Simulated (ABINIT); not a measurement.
# Optical-spectrum calculation of Rb (part 2 of 2)

Rb (I4/mmm, 1 atom in the cell); Kohn-Sham DFT of a periodic cell, PBEsol, PseudoDojo NC SR PBEsol v0.4 stringent, no spin polarisation (ABINIT 10.8.3); cutoff 517.02 eV, 12×12×12 k-mesh, cold smearing of 0.2 eV. The structure derives from a Materials Project entry. The geometry was changed: volume scaled by 1.04.

Geometry of the input (Å; fractional positions):
```
-2.9934  2.9934  2.7668
2.9934  -2.9934  2.7668
2.9934  2.9934  -2.7668
Rb 0.0000  0.0000  0.0000
```

## Log, continued
```
--- !ResultsGS
iteration_state: {dtset: 1, }
comment   : Summary of ground state results
lattice_vectors:
- [ -5.6566901,   5.6566901,   5.2284593, ]
- [  5.6566901,  -5.6566901,   5.2284593, ]
- [  5.6566901,   5.6566901,  -5.2284593, ]
lattice_lengths: [   9.55683,    9.55683,    9.55683, ]
lattice_angles: [107.416, 107.416, 113.665, ] # degrees, (23, 13, 12)
lattice_volume:   6.6920394E+02
convergence: {deltae: -6.040E-14, res2:  7.278E-14, residm:  9.427E-05, diffor: null, }
etotal    :  -2.70432259E+01
entropy   :   0.00000000E+00
fermie    :   6.21307129E-03
cartesian_stress_tensor: # hartree/bohr^3
- [  1.83354377E-05,   0.00000000E+00,   0.00000000E+00, ]
- [  0.00000000E+00,   1.83354377E-05,   0.00000000E+00, ]
- [  0.00000000E+00,   0.00000000E+00,   1.74259919E-05, ]
pressure_GPa:  -5.3053E-01
xred      :
- [  0.0000E+00,   0.0000E+00,   0.0000E+00, Rb]
cartesian_forces: # hartree/bohr
- [ -0.00000000E+00,  -0.00000000E+00,  -0.00000000E+00, ]
force_length_stats: {min:   0.00000000E+00, max:   0.00000000E+00, mean:   0.00000000E+00, }
...

 Integrated electronic density in atomic spheres:
 ------------------------------------------------
 Atom  Sphere_radius  Integrated_density
    1        2.00000          6.00798756
================================================================================

 ----iterations are completed or convergence reached----

 Mean square residual over all n,k,spin=   20.484E-08; max=  94.275E-06
 reduced coordinates (array xred) for    1 atoms
       0.000000000000      0.000000000000      0.000000000000
 rms dE/dt=  0.0000E+00; max dE/dt=  0.0000E+00; dE/dt below (all hartree)
    1       0.000000000000      0.000000000000      0.000000000000

 cartesian coordinates (angstrom) at end:
    1      0.00000000000000     0.00000000000000     0.00000000000000

 cartesian forces (hartree/bohr) at end:
    1     -0.00000000000000    -0.00000000000000    -0.00000000000000
 frms,max,avg= 0.0000000E+00 0.0000000E+00   0.000E+00  0.000E+00  0.000E+00 h/b

 cartesian forces (eV/Angstrom) at end:
    1     -0.00000000000000    -0.00000000000000    -0.00000000000000
 frms,max,avg= 0.0000000E+00 0.0000000E+00   0.000E+00  0.000E+00  0.000E+00 e/A
 length scales=  9.556833756500  9.556833756500  9.556833756500 bohr
              =  5.057258628897  5.057258628897  5.057258628897 angstroms
 Fermi (or HOMO) energy (hartree) =   0.00621   Average Vxc (hartree)=  -0.19793
 Eigenvalues (hartree) for nkpt= 163  k points:
 kpt#   1, nband=  9, wtk=  0.00058, kpt=  0.0000  0.0000  0.0000 (reduced coord)
  -1.05649   -0.47026   -0.47026   -0.47024   -0.06214    0.12965    0.14413    0.14413
   0.16128
      occupation numbers for kpt#   1
   2.00000    2.00000    2.00000    2.00000    2.00000    0.00000    0.00000    0.00000
   0.00000
 prteigrs : prtvol=0 or 1, do not print more k-points.

--- !EnergyTerms
iteration_state     : {dtset: 1, }
comment             : Components of total free energy in Hartree
kinetic             :  7.19010846845787E+00
hartree             :  7.37479675882554E+00
xc                  : -6.94852033007653E+00
Ewald energy        : -1.33720340011655E+01
psp_core            :  4.63769079343741E-01
local_psp           : -2.06164205736790E+01
non_local_psp       : -1.13487460322582E+00
internal            : -2.70431752015197E+01
'-kT*entropy'       : -5.07347033955916E-05
total_energy        : -2.70432259362231E+01
total_energy_eV     : -7.35883666287897E+02
band_energy         : -4.96032858259001E+00
...

 Cartesian components of stress tensor (hartree/bohr^3)
  sigma(1 1)=  1.83354377E-05  sigma(3 2)=  0.00000000E+00
  sigma(2 2)=  1.83354377E-05  sigma(3 1)=  0.00000000E+00
  sigma(3 3)=  1.74259919E-05  sigma(2 1)=  0.00000000E+00

-Cartesian components of stress tensor (GPa)         [Pressure= -5.3053E-01 GPa]
- sigma(1 1)=  5.39447202E-01  sigma(3 2)=  0.00000000E+00
- sigma(2 2)=  5.39447202E-01  sigma(3 1)=  0.00000000E+00
- sigma(3 3)=  5.12690382E-01  sigma(2 1)=  0.00000000E+00

================================================================================
== DATASET  2 ==================================================================

--- !DatasetInfo
iteration_state: {dtset: 2, }
dimensions: {natom: 1, nkpt: 163, mband: 20, nsppol: 1, nspinor: 1, nspden: 1, mpw: 2664, }
cutoff_energies: {ecut:  19.0, pawecutdg:  -1.0, }
electrons: {nelect:   9.00000000E+00, charge:   0.00000000E+00, occopt:   4.00000000E+00, tsmear:   7.34986000E-03, }
meta: {optdriver: 0, ionmov: 0, optcell: 0, iscf: -3, paral_kgb: 0, }
...

 mkfilename : getden/=0, take file _DEN from output of DATASET   1.

 Real(R)+Recip(G) space primitive vectors, cartesian coordinates (Bohr,Bohr^-1):
 R(1)= -5.6566901  5.6566901  5.2284593  G(1)=  0.0000000  0.0883909  0.0956305
 R(2)=  5.6566901 -5.6566901  5.2284593  G(2)=  0.0883909  0.0000000  0.0956305
 R(3)=  5.6566901  5.6566901 -5.2284593  G(3)=  0.0883909  0.0883909  0.0000000
 Unit cell volume ucvol=  6.6920394E+02 bohr^3
 Angles (23,13,12)=  1.07416089E+02  1.07416089E+02  1.13664635E+02 degrees

 getcut: wavevector=  0.0000  0.0000  0.0000  ngfft=  40  40  40
         ecut(hartree)=     19.000   => boxcut(ratio)=   2.13307
--------------------------------------------------------------------------------

================================================================================

--- !BeginCycle
iteration_state: {dtset: 2, }
solver: {iscf: -3, nstep: 120, nline: 4, wfoptalg: 0, }
tolerances: {tolwfr: 1.00E-12, }
...

     iter   Etot(hartree)      deltaE(h)  residm     vres2
 Non-SCF case, kpt    1 (  0.00000  0.00000  0.00000), residuals and eigenvalues=
  3.35E-13  9.52E-13  2.95E-13  6.62E-13  2.16E-13  9.97E-13  1.65E-13  2.16E-13
  2.87E-13  8.71E-13  6.55E-13  2.28E-13  9.53E-13  2.08E-13  5.78E-13  2.30E-13
  6.65E-12  2.49E-11  5.95E-08  6.67E-04
 -1.0565E+00 -4.7026E-01 -4.7026E-01 -4.7024E-01 -6.2135E-02  1.2965E-01
  1.4413E-01  1.4413E-01  1.6128E-01  1.8094E-01  2.3702E-01  2.3702E-01
  2.5444E-01  3.1698E-01  3.1698E-01  3.4321E-01  3.6170E-01  3.7165E-01
  4.3572E-01  4.7902E-01
 prteigrs : prtvol=0 or 1, do not print more k-points.

--- !ResultsGS
iteration_state: {dtset: 2, }
comment   : Summary of ground state results
lattice_vectors:
- [ -5.6566901,   5.6566901,   5.2284593, ]
- [  5.6566901,  -5.6566901,   5.2284593, ]
- [  5.6566901,   5.6566901,  -5.2284593, ]
lattice_lengths: [   9.55683,    9.55683,    9.55683, ]
lattice_angles: [107.416, 107.416, 113.665, ] # degrees, (23, 13, 12)
lattice_volume:   6.6920394E+02
convergence: {deltae:  0.000E+00, res2:  0.000E+00, residm:  9.992E-13, diffor:  0.000E+00, }
etotal    :  -2.70432259E+01
entropy   :   0.00000000E+00
fermie    :   6.21307178E-03
cartesian_stress_tensor: null
pressure_GPa: null
xred      :
- [  0.0000E+00,   0.0000E+00,   0.0000E+00, Rb]
cartesian_forces: null
force_length_stats: {min: null, max: null, mean: null, }
...

 Integrated electronic density in atomic spheres:
 ------------------------------------------------
 Atom  Sphere_radius  Integrated_density
    1        2.00000          6.00798755
================================================================================

 ----iterations are completed or convergence reached----

 Mean square residual over all n,k,spin=   40.559E-14; max=  99.917E-14
 reduced coordinates (array xred) for    1 atoms
       0.000000000000      0.000000000000      0.000000000000

 cartesian coordinates (angstrom) at end:
    1      0.00000000000000     0.00000000000000     0.00000000000000
 length scales=  9.556833756500  9.556833756500  9.556833756500 bohr
              =  5.057258628897  5.057258628897  5.057258628897 angstroms
 Eigenvalues (hartree) for nkpt= 163  k points:
 kpt#   1, nband= 20, wtk=  0.00058, kpt=  0.0000  0.0000  0.0000 (reduced coord)
  -1.05649   -0.47026   -0.47026   -0.47024   -0.06214    0.12965    0.14413    0.14413
   0.16128    0.18094    0.23702    0.23702    0.25444    0.31698    0.31698    0.34321
   0.36170    0.37165    0.43572    0.47902
      occupation numbers for kpt#   1
   2.00000    2.00000    2.00000    2.00000    2.00000    0.00000    0.00000    0.00000
   0.00000    0.00000    0.00000    0.00000    0.00000    0.00000    0.00000    0.00000
   0.00000    0.00000    0.00000    0.00000
 prteigrs : prtvol=0 or 1, do not print more k-points.

--- !EnergyTerms
iteration_state     : {dtset: 2, }
comment             : Components of total free energy in Hartree
kinetic             :  7.19010844170771E+00
hartree             :  7.37479675882554E+00
xc                  : -6.94852033007653E+00
Ewald energy        : -1.33720340011655E+01
psp_core            :  4.63769079343741E-01
local_psp           : -2.06164205736790E+01
non_local_psp       : -1.13487459817126E+00
internal            : -2.70431752232153E+01
'-kT*entropy'       : -5.07347036474111E-05
total_energy        : -2.70432259579189E+01
...

--- !EnergyTermsDC
iteration_state     : {dtset: 2, }
comment             : '"Double-counting" decomposition of free energy'
band_energy         : -4.96032858951280E+00
Ewald energy        : -1.33720340011655E+01
psp_core            :  4.63769079343741E-01
xc_dc               : -9.17458169018238E+00
internal            : -2.70431752015169E+01
'-kT*entropy'       : -5.07347036474111E-05
total_energy_dc     : -2.70432259362206E+01
...

================================================================================
== DATASET  3 ==================================================================

--- !DatasetInfo
iteration_state: {dtset: 3, }
dimensions: {natom: 1, nkpt: 163, mband: 16, nsppol: 1, nspinor: 1, nspden: 1, mpw: 2664, }
cutoff_energies: {ecut:  19.0, pawecutdg:  -1.0, }
electrons: {nelect:   9.00000000E+00, charge:   0.00000000E+00, occopt:   4.00000000E+00, tsmear:   7.34986000E-03, }
meta: {optdriver: 8, wfk_task: 7, }
...

 mkfilename : getwfk/=0, take file _WFK from output of DATASET   2.

--------------------------------------------------------------------------------

 Computation of velocity matrix elements (DDK)

 Parameters extracted from the Abinit header:
    ecut:     19.0
    nkpt:    1728
    mband:   20
    nsppol:  1
    nspinor: 1
    useylm:  0
    inclvkb: 2
    bmin: 1, bmax: 20
    Computing diagonal and off-diagonal matrix elements
    Between band index bmin: 1, bmax: 20

== END DATASET(S) ==============================================================
================================================================================

 -outvars: echo values of variables after computation  --------
            acell      9.5568337565E+00  9.5568337565E+00  9.5568337565E+00 Bohr
           etotal1    -2.7043225936E+01
           etotal2    -2.7043225936E+01
           etotal3     0.0000000000E+00
            fcart1    -0.0000000000E+00 -0.0000000000E+00 -0.0000000000E+00
            fcart3     0.0000000000E+00  0.0000000000E+00  0.0000000000E+00
            rprim     -5.9190001810E-01  5.9190001810E-01  5.4709115970E-01
                       5.9190001810E-01 -5.9190001810E-01  5.4709115970E-01
                       5.9190001810E-01  5.9190001810E-01 -5.4709115970E-01
           strten1     1.8335437726E-05  1.8335437726E-05  1.7425991886E-05
                       0.0000000000E+00  0.0000000000E+00  0.0000000000E+00
           strten3     0.0000000000E+00  0.0000000000E+00  0.0000000000E+00
                       0.0000000000E+00  0.0000000000E+00  0.0000000000E+00
 Calculation completed.
```

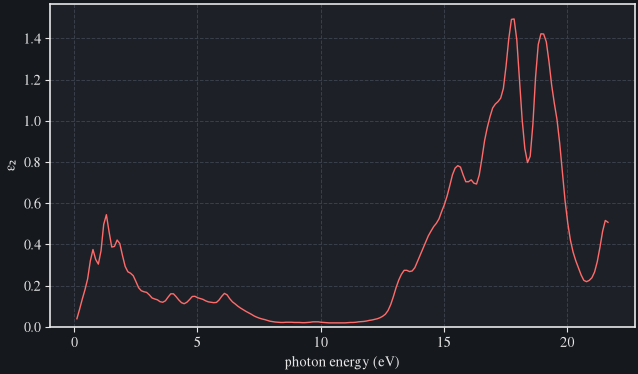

**Figure 1.** Imaginary part of the dielectric function (first component that the program prints). The highest peak, 1.5, lies at 17.85 eV.

## Key numbers

```csv
quantity,value
outcome,converged
space group (tolerance 0.01 Å),I4/mmm (139)
electrons treated,9
free energy,−735.8837 eV
Fermi energy,0.169 eV
gap on the k-point mesh,none (metallic)
pressure,−0.53 GPa
largest force (length of the vector),under 0.001 eV/Å
hardware,"1 thread of Intel Xeon (Granite Rapids), 128 GiB of memory available, shared host"
wall time,3.5 min
peak memory,1.6 GiB
```

## Notes

Points of doubt noted for this run: cutoff too low for stress; no intraband term.
